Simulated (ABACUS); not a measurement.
**Band-structure run of Re**

Re (P6₃/mmc, 2 atoms in the cell), computed with Kohn-Sham DFT of a periodic cell, r2SCAN, SG15 ONCV 1.2 PBE, no spin polarisation (ABACUS 3.10.1).

The structure derives from an entry of the Crystallography Open Database. It belongs to a series of runs on one base structure; here: bands on the converged density.

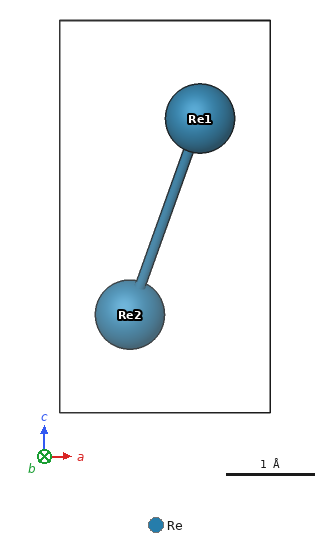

The structure (ball-and-stick view of the cell of the calculation, along the b axis; atoms are numbered from 1 in the order of the input). Near neighbours in the crystal (not all of them lie inside the picture): Re has 12 Re at 2.74 to 2.76 Å.

**The input**
```
INPUT_PARAMETERS
suffix              Re
calculation         nscf
basis_type          pw
pseudo_dir          ./
symmetry            -1
dft_functional      MGGA_X_R2SCAN+MGGA_C_R2SCAN
ecutwfc             84.0
pseudo_rcut         10
nspin               1
nbands              25
ks_solver           dav
smearing_method     fd
smearing_sigma      0.00367493
scf_thr             1e-08
scf_nmax            100
mixing_type         broyden
mixing_beta         0.7
mixing_tau          1
init_chg            file
pw_diag_thr         1e-07
out_band            1
kpar                4
```

**File STRU**
```
ATOMIC_SPECIES
Re 186.2070 Re_ONCV_PBE-1.2.upf

LATTICE_CONSTANT
1.8897261246

LATTICE_VECTORS
2.7608000000 0.0000000000 0.0000000000
-1.3804000000 2.3909229348 0.0000000000
0.0000000000 0.0000000000 4.4582000000

ATOMIC_POSITIONS
Direct

Re
0.0
2
0.6666666667 0.3333333333 0.7500000000 1 1 1
0.3333333333 0.6666666667 0.2500000000 1 1 1
```

**File KPT**
```
K_POINTS
12
Line
0.00000000 0.00000000 0.00000000 10 // G
0.50000000 0.00000000 0.00000000 10 // M
0.33333333 0.33333333 0.00000000 10 // K
0.00000000 0.00000000 0.00000000 10 // G
0.00000000 0.00000000 0.50000000 10 // A
0.50000000 0.00000000 0.50000000 10 // L
0.33333333 0.33333333 0.50000000 10 // H
0.00000000 0.00000000 0.50000000 1 // A
0.50000000 0.00000000 0.50000000 10 // L
0.50000000 0.00000000 0.00000000 1 // M
0.33333333 0.33333333 0.00000000 10 // K
0.33333333 0.33333333 0.50000000 1 // H
```

Machine: 4 threads of AMD EPYC (Zen 5), 16 GiB of memory available, shared host.

Command:
```bash
OMP_NUM_THREADS=1 mpirun -np 4 abacus > log
```

**The program's output**
```
ABACUS v3.10.1

               Atomic-orbital Based Ab-initio Computation at UStc

 ------------------------------------------------------------------------------------

 READING GENERAL INFORMATION
                           global_out_dir = OUT.Re/
                           global_in_card = INPUT
                               pseudo_dir = ./
                              orbital_dir =
                                    DSIZE = 4
                                    GSIZE = 1

 READING UNITCELL INFORMATION
                                    ntype = 1
                  lattice constant (Bohr) = 1.88973
              lattice constant (Angstrom) = 1

 READING ATOM TYPE 1
                               atom label = Re
                      L=0, number of zeta = 1
                      L=1, number of zeta = 1
                      L=2, number of zeta = 1
             number of atom for this type = 2

                        TOTAL ATOM NUMBER = 2
DIRECT COORDINATES
    atom                   x                   y                   z     mag                  vx                  vy                  vz
taud_Re1            0.6666666667        0.3333333333        0.7500000000  0.0000        0.0000000000        0.0000000000        0.0000000000
taud_Re2            0.3333333333        0.6666666667        0.2500000000  0.0000        0.0000000000        0.0000000000        0.0000000000

                          Volume (Bohr^3) = 198.59
                             Volume (A^3) = 29.4279

 Lattice vectors: (Cartesian coordinate: in unit of a_0)
              +2.7608                  +0                  +0
              -1.3804            +2.39092                  +0
                   +0                  +0             +4.4582
 Reciprocal vectors: (Cartesian coordinate: in unit of 2 pi/a_0)
            +0.362214           +0.209124                  -0
                   -0           +0.418249                  -0
                   +0                  -0           +0.224306
 The esolver type has been set to : ksdft_pw

                PAO radial cut off (Bohr) = 10

 Read in pseudopotential file is Re_ONCV_PBE-1.2.upf
                     pseudopotential type = NC
          exchange-correlation functional = PBE
                 nonlocal core correction = 0
                        valence electrons = 15
                                     lmax = 3
                           number of zeta = 0
                     number of projectors = 8
                           L of projector = 0
                           L of projector = 0
                           L of projector = 1
                           L of projector = 1
                           L of projector = 2
                           L of projector = 2
                           L of projector = 3
                           L of projector = 3
 XC functional updated to : MGGA_X_R2SCAN+MGGA_C_R2SCAN
          exchange-correlation functional = MGGA_X_R2SCAN+MGGA_C_R2SCAN
     initial pseudo atomic orbital number = 0

 SETUP THE ELECTRONS NUMBER
            electron number of element Re = 15
      total electron number of element Re = 30
            AUTOSET number of electrons:  = 30
                           occupied bands = 15
                                   NBANDS = 25
                                   NLOCAL = 18

%%%%%%%%%%%%%%%%%%%%%%%%%%%%%%%%%%%%%%%%%%%%%%%%%%%%%%%%%%%%%%%%%%%%%%%%%%%%%%%%%%%%%%%%%%%%%%%%%%%%%%%%%%
 Warning: the number of valence electrons in pseudopotential > 7 for Re: [Xe] 4f14 5d5 6s2
 Pseudopotentials with additional electrons can yield (more) accurate outcomes, but may be less efficient.
 If you're confident that your chosen pseudopotential is appropriate, you can safely ignore this warning.
%%%%%%%%%%%%%%%%%%%%%%%%%%%%%%%%%%%%%%%%%%%%%%%%%%%%%%%%%%%%%%%%%%%%%%%%%%%%%%%%%%%%%%%%%%%%%%%%%%%%%%%%%%

 SETUP THE PLANE WAVE BASIS
 energy cutoff for charge/potential (unit:Ry) = 336
            fft grid for charge/potential = [ 32, 32, 50 ]
                        fft grid division = [ 1, 1, 1 ]
        big fft grid for charge/potential = [ 32, 32, 50 ]
                                     nbxx = 51200
                                     nrxx = 51200

 SETUP PLANE WAVES FOR CHARGE/POTENTIAL
                    number of plane waves = 20641
                         number of sticks = 637

 PARALLEL PW FOR CHARGE/POTENTIAL
     PROC   COLUMNS(POT)             PW
        1            637          20641
 --------------- sum -------------------
        1            637          20641
                            number of |g| = 1038
                                  max |g| = 30.388
                                  min |g| = 0

----------- Double Check Mixing Parameters Begin ------------
mixing_type: broyden
mixing_beta: 0.7
mixing_gg0: 1
mixing_gg0_min: 0.1
mixing_ndim: 8
----------- Double Check Mixing Parameters End ------------

 SETUP K-POINTS
                                    nspin = 1
                                   nkstot = 93
K-POINTS DIRECT COORDINATES
 KPOINTS    DIRECT_X    DIRECT_Y    DIRECT_Z  WEIGHT
       1  0.00000000  0.00000000  0.00000000  1.0000
       2  0.05000000  0.00000000  0.00000000  1.0000
       3  0.10000000  0.00000000  0.00000000  1.0000
       4  0.15000000  0.00000000  0.00000000  1.0000
       5  0.20000000  0.00000000  0.00000000  1.0000
       6  0.25000000  0.00000000  0.00000000  1.0000
       7  0.30000000  0.00000000  0.00000000  1.0000
       8  0.35000000  0.00000000  0.00000000  1.0000
       9  0.40000000  0.00000000  0.00000000  1.0000
      10  0.45000000  0.00000000  0.00000000  1.0000
      11  0.50000000  0.00000000  0.00000000  1.0000
      12  0.48333333  0.03333333  0.00000000  1.0000
      13  0.46666667  0.06666667  0.00000000  1.0000
      14  0.45000000  0.10000000  0.00000000  1.0000
      15  0.43333333  0.13333333  0.00000000  1.0000
      16  0.41666666  0.16666666  0.00000000  1.0000
      17  0.40000000  0.20000000  0.00000000  1.0000
      18  0.38333333  0.23333333  0.00000000  1.0000
      19  0.36666666  0.26666666  0.00000000  1.0000
      20  0.35000000  0.30000000  0.00000000  1.0000
      21  0.33333333  0.33333333  0.00000000  1.0000
      22  0.30000000  0.30000000  0.00000000  1.0000
      23  0.26666666  0.26666666  0.00000000  1.0000
      24  0.23333333  0.23333333  0.00000000  1.0000
      25  0.20000000  0.20000000  0.00000000  1.0000
      26  0.16666666  0.16666666  0.00000000  1.0000
      27  0.13333333  0.13333333  0.00000000  1.0000
      28  0.10000000  0.10000000  0.00000000  1.0000
      29  0.06666667  0.06666667  0.00000000  1.0000
      30  0.03333333  0.03333333  0.00000000  1.0000
[... 63 further k points ...]

           k-point number in this process = 24
       minimum distributed K point number = 23

[... K-POINTS CARTESIAN COORDINATES: 24 rows ...]

[... K-POINTS DIRECT COORDINATES: 24 rows ...]

 SETUP PLANE WAVES FOR WAVE FUNCTIONS
     energy cutoff for wavefunc (unit:Ry) = 84
              fft grid for wave functions = [ 32, 32, 50 ]
                    number of plane waves = 3345
                         number of sticks = 187

 PARALLEL PW FOR WAVE FUNCTIONS
     PROC   COLUMNS(POT)             PW
        1            187           3345
 --------------- sum -------------------
        1            187           3345

 SETUP NONLOCAL PSEUDOPOTENTIALS IN PLANE WAVE BASIS
 Re non-local projectors:
 projector 1 L=0
 projector 2 L=0
 projector 3 L=1
 projector 4 L=1
 projector 5 L=2
 projector 6 L=2
 projector 7 L=3
 projector 8 L=3
      TOTAL NUMBER OF NONLOCAL PROJECTORS = 64

 Init Non-Local PseudoPotential table :
 Init Non-Local-Pseudopotential done.

                                     npwx = 2607

 -------------------------------------------
 NONSELF-CONSISTENT
 -------------------------------------------
                                 init_chg = file
 try to read charge from file
 Read in the charge density: OUT.Re//Re-CHARGE-DENSITY.restart
 try to read kinetic energy density from file
 Read in the kinetic energy density: OUT.Re//Re-TAU-DENSITY.restart

 PW ALGORITHM --------------- ION=   1  ELEC=   1--------------------------------
 k(1/93) Iter steps (avg)=27 threshold=1e-07
 k(2/93) Iter steps (avg)=22 threshold=1e-07
 k(3/93) Iter steps (avg)=18 threshold=1e-07
 k(4/93) Iter steps (avg)=19 threshold=1e-07
 k(5/93) Iter steps (avg)=21 threshold=1e-07
 k(6/93) Iter steps (avg)=20 threshold=1e-07
 k(7/93) Iter steps (avg)=26 threshold=1e-07
 k(8/93) Iter steps (avg)=16 threshold=1e-07
 k(9/93) Iter steps (avg)=13 threshold=1e-07
 k(10/93) Iter steps (avg)=12 threshold=1e-07
 k(11/93) Iter steps (avg)=13 threshold=1e-07
 k(12/93) Iter steps (avg)=12 threshold=1e-07
 k(13/93) Iter steps (avg)=12 threshold=1e-07
 k(14/93) Iter steps (avg)=12 threshold=1e-07
 k(15/93) Iter steps (avg)=12 threshold=1e-07
 k(16/93) Iter steps (avg)=14 threshold=1e-07
 k(17/93) Iter steps (avg)=15 threshold=1e-07
 k(18/93) Iter steps (avg)=16 threshold=1e-07
 k(19/93) Iter steps (avg)=17 threshold=1e-07
 k(20/93) Iter steps (avg)=20 threshold=1e-07
 k(21/93) Iter steps (avg)=20 threshold=1e-07
 k(22/93) Iter steps (avg)=18 threshold=1e-07
 k(23/93) Iter steps (avg)=16 threshold=1e-07
 k(24/93) Iter steps (avg)=20 threshold=1e-07
[... levels at 24 k points of this process ...]

 Density error is 0.00000000000
                          Error Threshold = 1.00000000000e-07
----------------------------------------------------------
     Energy           Rydberg                 eV
----------------------------------------------------------
 E_KohnSham     -319.6840318796      -4349.5243931768
 E_KS(sigma->0) -319.6832301681      -4349.5134853323
 E_Harris       -319.6840318796      -4349.5243931768
 E_band         -12.7211256474       -173.0797937784
 E_one_elec     -43.6657153408       -594.1025358805
 E_Hartree      38.9643916849        530.1377460184
 E_xc           -34.3195342576       -466.9412186090
 E_Ewald        -280.6615705432      -3818.5965690167
 E_entropy(-TS) -0.0016034230        -0.0218156891
 E_descf        0.0000000000         0.0000000000
 E_exx          0.0000000000         0.0000000000
 E_Fermi        1.7660016619         24.0276852796
----------------------------------------------------------

 charge density convergence is achieved
 final etot is -4349.5243932 eV
 EFERMI = 24.027685280 eV

 STATE ENERGY(eV) AND OCCUPATIONS    NSPIN == 1
 1/24 kpoint (Cartesian) = 0.0000 0.0000 0.0000 (2599 pws)
       1       -58.3375      0.0215054
       2       -58.2024      0.0215054
       3       -19.8431      0.0215054
       4       -18.7051      0.0215054
       5       -18.7051      0.0215054
       6       -18.5186      0.0215054
       7       -18.5186      0.0215054
       8       -18.5033      0.0215054
       9        13.4589      0.0215054
      10        16.9776      0.0215054
      11        22.3880      0.0215054
      12        22.4051      0.0215054
      13        22.4051      0.0215054
      14        23.2822      0.0215054
      15        23.2822      0.0215054
      16        24.2641    0.000188393
      17        24.2641    0.000188393
      18        24.3991    1.27780e-05
      19        27.6158    1.46773e-33
      20        27.6158    1.46773e-33
      21        34.4396        0.00000
      22        37.9478        0.00000
      23        40.0021        0.00000
      24        41.6701        0.00000
      25        46.8508        0.00000

 2/24 kpoint (Cartesian) = 0.018111 0.010456 0.0000 (2581 pws)
       1       -58.3348      0.0215054
       2       -58.2012      0.0215054
       3       -19.8327      0.0215054
       4       -18.7294      0.0215054
       5       -18.7129      0.0215054
       6       -18.5440      0.0215054
       7       -18.5221      0.0215054
       8       -18.5076      0.0215054
       9        13.5685      0.0215054
      10        17.0805      0.0215054
      11        22.0436      0.0215054
      12        22.5031      0.0215054
      13        22.7087      0.0215054
      14        23.1991      0.0215054
      15        23.3748      0.0215053
      16        23.9486      0.0178381
      17        24.1784     0.00100587
      18        24.2448    0.000276122
      19        27.6753    4.46500e-34
      20        28.0891    1.13551e-37
      21        34.4426        0.00000
      22        38.1944        0.00000
      23        40.1586        0.00000
      24        41.8506        0.00000
      25        45.5855        0.00000

 3/24 kpoint (Cartesian) = 0.036221 0.020912 0.0000 (2603 pws)
       1       -58.3269      0.0215054
       2       -58.1976      0.0215054
       3       -19.8022      0.0215054
       4       -18.7998      0.0215054
       5       -18.7353      0.0215054
       6       -18.6170      0.0215054
       7       -18.5326      0.0215054
       8       -18.5204      0.0215054
       9        13.8893      0.0215054
      10        17.3738      0.0215054
      11        21.6325      0.0215054
      12        22.7943      0.0215054
      13        22.9039      0.0215054
      14        23.0949      0.0215054
      15        23.1038      0.0215054
      16        23.6495      0.0214942
      17        23.9484      0.0178506
      18        24.0815     0.00546687
      19        27.8283    2.09228e-35
      20        29.1259    1.12219e-46
      21        34.4231        0.00000
      22        38.8912        0.00000
      23        40.5853        0.00000
      24        42.3940        0.00000
      25        44.1507        0.00000

 4/24 kpoint (Cartesian) = 0.054332 0.031369 0.0000 (2607 pws)
       1       -58.3144      0.0215054
       2       -58.1922      0.0215054
       3       -19.7531      0.0215054
       4       -18.9092      0.0215054
       5       -18.7694      0.0215054
       6       -18.7286      0.0215054
       7       -18.5496      0.0215054
       8       -18.5419      0.0215054
       9        14.3973      0.0215054
      10        17.8034      0.0215054
      11        21.2069      0.0215054
      12        22.1538      0.0215054
      13        22.6159      0.0215054
      14        23.2706      0.0215054
      15        23.4830      0.0215050
      16        23.6316      0.0214976
      17        23.8504      0.0209019
      18        24.0965     0.00433336
      19        28.0227    4.28580e-37
      20        30.3567    2.28774e-57
      21        34.3278        0.00000
      22        39.8805        0.00000
      23        41.0543        0.00000
      24        43.0956        0.00000
      25        43.2577        0.00000

 5/24 kpoint (Cartesian) = 0.072443 0.041825 0.0000 (2593 pws)
       1       -58.2982      0.0215054
       2       -58.1857      0.0215054
       3       -19.6877      0.0215054
       4       -19.0465      0.0215054
       5       -18.8657      0.0215054
       6       -18.8112      0.0215054
       7       -18.5722      0.0215054
       8       -18.5718      0.0215054
       9        15.0498      0.0215054
      10        18.2449      0.0215054
      11        20.8800      0.0215054
      12        21.2550      0.0215054
      13        22.3092      0.0215054
      14        23.2822      0.0215054
      15        23.5808      0.0215026
      16        23.9172      0.0193794
      17        24.0065      0.0129944
      18        24.6985    3.20785e-08
      19        28.2142    9.31418e-39
      20        31.6472    1.41431e-68
      21        34.1338        0.00000
      22        40.5302        0.00000
      23        40.8195        0.00000
      24        43.0930        0.00000
      25        43.2059        0.00000

 6/24 kpoint (Cartesian) = 0.090553 0.052281 0.0000 (2597 pws)
       1       -58.2798      0.0215054
       2       -58.1790      0.0215054
       3       -19.6096      0.0215054
       4       -19.1981      0.0215054
       5       -19.0134      0.0215054
       6       -18.8563      0.0215054
       7       -18.6114      0.0215054
       8       -18.5971      0.0215054
       9        15.7814      0.0215054
      10        18.4842      0.0215054
      11        20.4484      0.0215054
      12        20.8064      0.0215054
      13        22.1410      0.0215054
      14        22.9400      0.0215054
      15        23.3048      0.0215054
      16        24.6768    4.94506e-08
      17        24.7104    2.52835e-08
      18        25.4282    1.47181e-14
      19        28.3772    3.57063e-40
      20        32.9299    1.02025e-79
      21        33.8717    6.73825e-88
      22        39.6130        0.00000
      23        40.0175        0.00000
      24        41.8578        0.00000
      25        43.8467        0.00000

[... levels at 18 further k points ...]

 --------------------------------------------
 !FINAL_ETOT_IS -4349.524393176846 eV
 --------------------------------------------

 Output bands in file: OUT.Re/BANDS_1.dat
```

**Standard output**
```
ABACUS v3.10.1

               Atomic-orbital Based Ab-initio Computation at UStc

 dft_functional readin is: MGGA_X_R2SCAN+MGGA_C_R2SCAN
 dft_functional in pseudopot file is: PBE
 Please make sure this is what you need

%%%%%%%%%%%%%%%%%%%%%%%%%%%%%%%%%%%%%%%%%%%%%%%%%%%%%%%%%%%%%%%%%%%%%%%%%%%%%%%%%%%%%%%%%%%%%%%%%%%%%%%%%
 Warning: the number of valence electrons in pseudopotential > 7 for Re: [Xe] 4f14 5d5 6s2
 Pseudopotentials with additional electrons can yield (more) accurate outcomes, but may be less efficient.
 If you're confident that your chosen pseudopotential is appropriate, you can safely ignore this warning.
%%%%%%%%%%%%%%%%%%%%%%%%%%%%%%%%%%%%%%%%%%%%%%%%%%%%%%%%%%%%%%%%%%%%%%%%%%%%%%%%%%%%%%%%%%%%%%%%%%%%%%%%%

 UNIFORM GRID DIM        : 32 * 32 * 50
 UNIFORM GRID DIM(BIG)   : 32 * 32 * 50
func,idMGGA_X_R2SCAN 497
func,idMGGA_C_R2SCAN 498
 ---------------------------------------------------------
 ---------------------------------------------------------
 SPIN    KPOINTS         PROCESSORS  THREADS
 1       93              4           4
 ---------------------------------------------------------
 Use plane wave basis
 ---------------------------------------------------------
 ELEMENT NATOM       XC
 Re      2
 ---------------------------------------------------------
 Initial plane wave basis and FFT box
 ---------------------------------------------------------
 -------------------------------------------
 NONSELF-CONSISTENT :
 -------------------------------------------
 START CHARGE      : file
 ITER       ETOT/eV          EDIFF/eV         DRHO         DKIN     TIME/s
 DA1     -4.34952439e+03   0.00000000e+00   0.0000e+00   0.0000e+00   6.85
```

**Key numbers**

- outcome: converged
- space group (tolerance 0.01 Å): P6₃/mmc (194)
- electrons treated: 30
- Fermi energy of the self-consistent step: 24.028 eV
- wall time: 7.2 s (CPU time 28 s)
- peak memory: 0.4 GiB

**Remarks**

Spin–orbit coupling is left out, which matters for Re.
